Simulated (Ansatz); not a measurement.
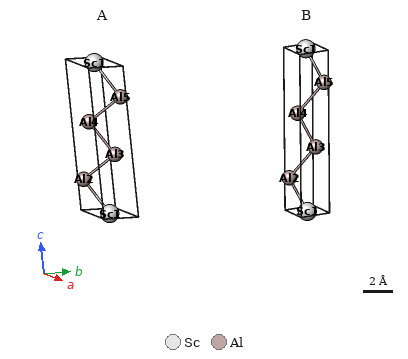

Two geometries of a crystal of ScAl4 (a generated structure, set up in C2/m) (coarse preliminary run), drawn at one scale. One is the start of a relaxation, the other its converged end. The picture is a ball-and-stick view of the cell of the calculation, seen slightly off an axis.

Level of theory: Ansatz, DFT PBE, scalar-relativistic, plane waves, PAW. Set-up: plane-wave cutoff 420 eV; k-point mesh 6 × 6 × 2; occupations gaussian; smearing width 0.1 eV; no spin polarisation; cell and atoms relaxed; force threshold 0.04 eV/Å; at most 70 steps.

Question: Which geometry has the lower energy?

Answer: Structure A is the relaxed one. The largest moves relative to the cell, 0.089 Å, are those of Al2 and Al5. Al5 goes along −c. Sc stays in place. Cell: a = b 2.744 → 2.911 Å (+6.1 %), c 11.467 → 10.657 Å (−7.1 %), α 91.2° → 97.5°, β 91.2° → 97.5°, γ 110.3° → 91.4°. Volume +9.6 %. Near-neighbour distances that change, for instance: Sc1–Sc1 3.135 → 4.066 Å, Sc1–Al2 2.653 → 2.984 Å, Al2–Al3 3.222 → 2.900 Å, Al3–Al4 3.222 → 2.936 Å. The space group stays C2/m (No. 12). The energy falls by 1.296 eV per cell of the calculation in 9 accepted moves (13 points after the start). Largest force component: 0.71 eV/Å at the start, 0.015 eV/Å at the end. Pressure: 11.11 GPa at the start and 0.08 GPa at the end. The line search rejected the trial steps at points 7, 8 of the run. The SCF was repeated twice at an unchanged geometry on a basis and grid sized afresh for the cell, which shifted the energy by 70.4 meV per cell of the calculation at most.

Limits of the set-up: the k-point mesh is coarse for a cell with partly filled bands.
